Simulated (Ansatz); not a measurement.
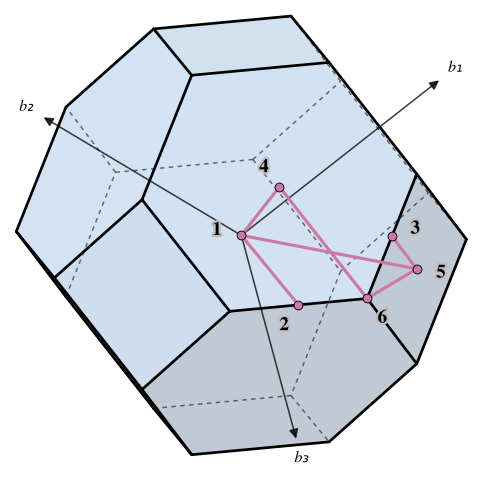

For SiC, the end point of a relaxation with Ansatz, DFT PBEsol, scalar-relativistic, plane waves, PAW: the first Brillouin zone of a face-centred cubic lattice (cF; extended symbol cF2) is drawn with its special points numbered. Symmetry computed with spglib at a tolerance of 0.002 Å; standard conventional cell.

a = 4.357 Å, b = 4.357 Å, c = 4.357 Å, α = 90.00°, β = 90.00°, γ = 90.00°.

Labels and path follow the convention of Hinuma et al. (2017), as computed by seekpath; the arrows show the directions of the reciprocal primitive vectors b₁, b₂, b₃, in which coordinates are given.

### Give the label and coordinates of each numbered point.

```
no.  label      coordinates
  1      Γ        (0, 0, 0)
  2      K  (3/8, 3/8, 3/4)
  3      U  (5/8, 1/4, 5/8)
  4      L  (1/2, 1/2, 1/2)
  5      X    (1/2, 0, 1/2)
  6      W  (1/2, 1/4, 3/4)
```
